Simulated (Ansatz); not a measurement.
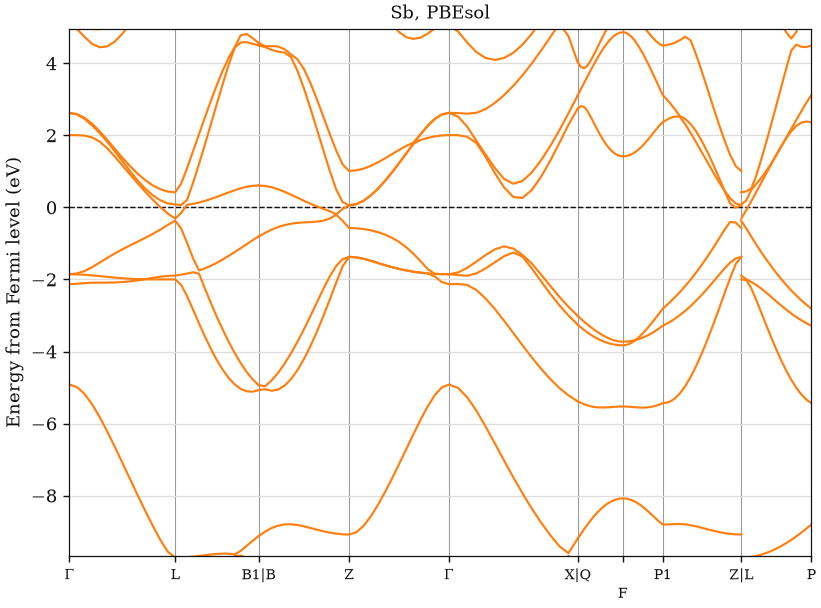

Band structure. Energies are counted from the Fermi level.

Q: What lattice type does the k path imply?

A: A rhombohedral lattice: the path Γ–L–B1|B–Z–Γ–X|Q–F–P1–Z|L–P runs through the special points of its Brillouin zone.

Calculation on Sb, space group R-3m, 2 atoms in the primitive cell; a = 4.308 Å, c = 11.274 Å (hexagonal axes).

Method: PBEsol, Ansatz PAW, no spin polarisation, no spin-orbit coupling, 8×8×8 k mesh, 420 eV cutoff, Fermi-Dirac smearing of 0.05 eV (Ansatz).

Q: Is there a gap at the Fermi level?

A: A metal: bands cross the Fermi level along this path.

Q: Which levels at F lie nearest to the Fermi level?

A: At F the nearest levels lie 3.73 eV below and 1.42 eV above the Fermi level.

Spin-orbit coupling is left out, which matters for Sb. The PAW data sets were made with another functional. Bands are joined in order of energy, so crossings between the computed points show as kinks or gaps. In reduced coordinates of the cell that was run, L is (0.5, 0, 0), B1 is (0.5, 0.24, −0.24), B is (0.76, 0.5, 0.24), Z is (0.5, 0.5, 0.5), X is (0.37, 0, −0.37), Q is (0.63, 0.37, 0), F is (0.5, 0.5, 0), P1 is (0.63, 0.63, 0.24) and P is (0.76, 0.37, 0.37).
